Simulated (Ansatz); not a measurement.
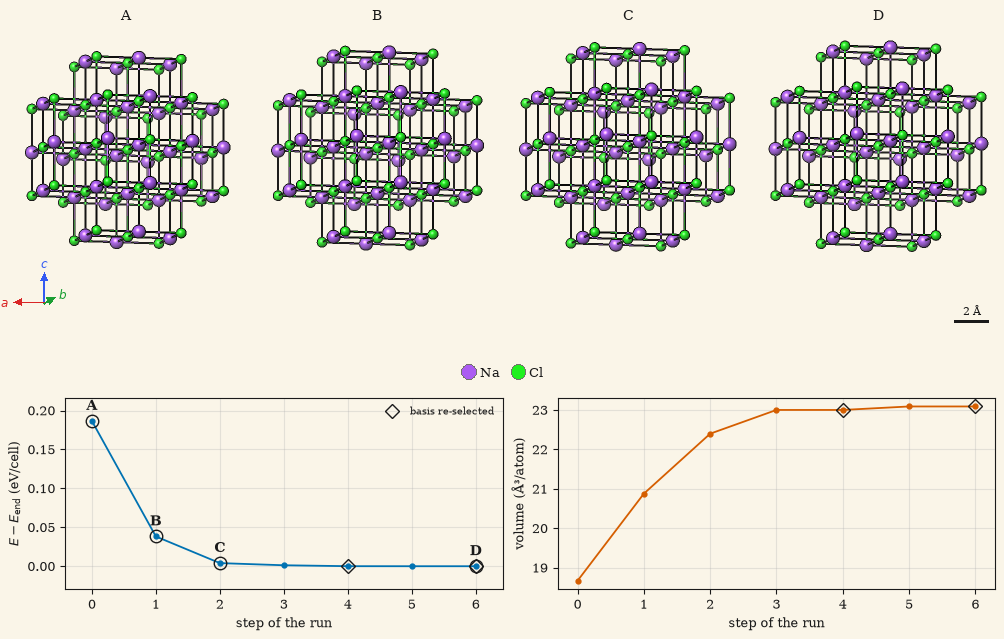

Frames of a relaxation of a crystal of NaCl (built on the rocksalt type), marked on the history of the run. A ball-and-stick model of the conventional cell (4 times the calculation's cell), seen from a free direction. Lengths and directions refer to the drawn axes.

These are results of DFT, PBE, plane waves, PAW (Ansatz 0.2.0), not measurements. (plane-wave cutoff 420 eV; k-point mesh 8 × 8 × 8; occupations fermi dirac; smearing width 0.02 eV; no spin polarisation; cell and atoms relaxed; force threshold 0.005 eV/Å)

Describe the path.

Answer. No atom moves by more than 0.005 Å relative to the cell. Cell: a = b = c 5.306 → 5.695 Å (+7.3 %). Volume +23.7 %. Near-neighbour distances that change, for instance: Cl–Na 2.653 → 2.848 Å. The space group stays Fm-3m (No. 225). The energy falls by 0.187 eV per cell of the calculation in 4 accepted moves (6 points after the start). All forces vanish by symmetry, so only the cell relaxes. The pressure goes from 8.24 to 0.01 GPa. At 2 points the geometry stayed and the basis and grid were re-selected for the new cell (energy shift of 1.2 meV per cell of the calculation at most each time). The run took of the order of 7 core-seconds on a shared host. From step 0 to 1: volume +11.8 %, energy −0.148 eV per cell of the calculation. From step 1 to 2: volume +7.3 %, energy −34.2 meV per cell of the calculation. From step 2 to 6: volume +3.1 %, energy −4.0 meV per cell of the calculation.

```json
{"step": "0", "E − E(0), meV/atom": "0.00", "pressure, GPa": "8.24", "volume, Å³/atom": "18.670", "note": ""}
{"step": "1", "E − E(0), meV/atom": "-74.17", "pressure, GPa": "3.01", "volume, Å³/atom": "20.878", "note": ""}
{"step": "2", "E − E(0), meV/atom": "-91.28", "pressure, GPa": "0.73", "volume, Å³/atom": "22.400", "note": ""}
{"step": "3", "E − E(0), meV/atom": "-92.67", "pressure, GPa": "0.03", "volume, Å³/atom": "23.002", "note": ""}
{"step": "4", "E − E(0), meV/atom": "-93.25", "pressure, GPa": "0.10", "volume, Å³/atom": "23.002", "note": "same geometry, new basis"}
{"step": "5", "E − E(0), meV/atom": "-93.28", "pressure, GPa": "0.01", "volume, Å³/atom": "23.090", "note": ""}
{"step": "6", "E − E(0), meV/atom": "-93.29", "pressure, GPa": "0.01", "volume, Å³/atom": "23.090", "note": "same geometry, new basis"}
```
